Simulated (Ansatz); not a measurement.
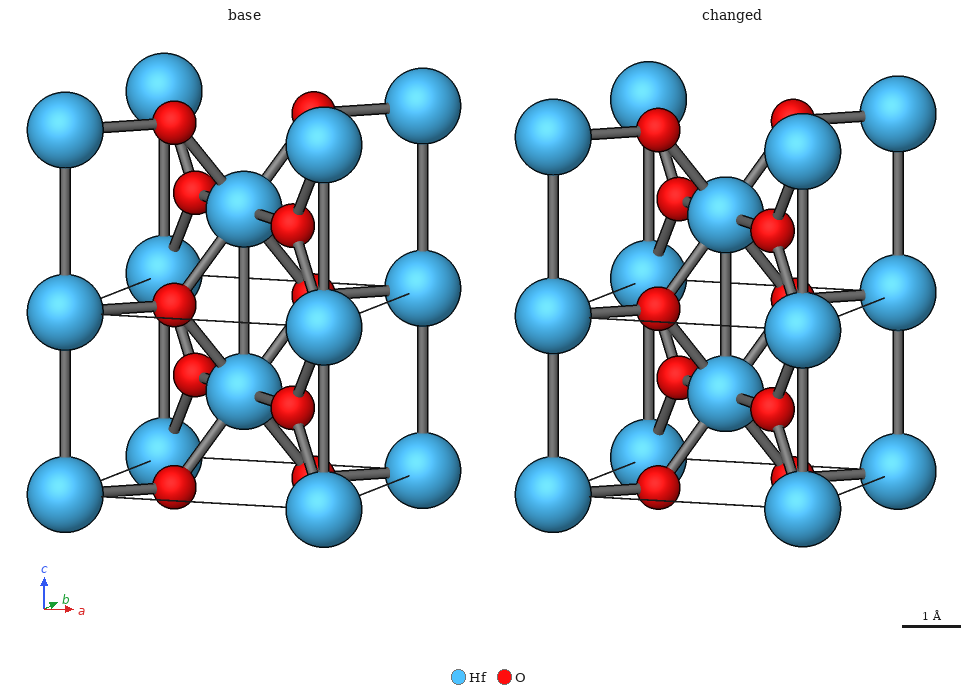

Left: crystalline HfO$_{2}$ (set up in P4_2/mnm). Right: the same structure after one change, at the same scale. A ball-and-stick model of the cell of the calculation, repeated 1 × 1 × 2 with one cell outlined, seen slightly off an axis.

Theory: DFT r2SCAN, scalar-relativistic, plane waves, PAW in Ansatz 0.2.0. (plane-wave cutoff 500 eV; k-point mesh 6 × 6 × 8; occupations gaussian; smearing width 0.02 eV; no spin polarisation)

The crystal is put under a hydrostatic pressure of 25 GPa. Cell and atoms are relaxed at that pressure.

How do the computed properties respond?

It costs 79.3 meV per atom. The pressure goes from 0.0 to 25.0 GPa. The gap on the k-mesh goes from 4.53 to 4.89 eV. Cell: a = b 4.838 → 4.666 Å (−3.6 %), c 3.220 → 3.158 Å (−1.9 %). Volume −8.8 %. The atoms keep their places relative to the cell (all moves are under 0.005 Å). Near-neighbour distances before and after: Hf–O 2.090 → 2.009 to 2.039 Å, Hf–Hf 3.220 → 3.158 Å. The space group stays P4_2/mnm (No. 136).
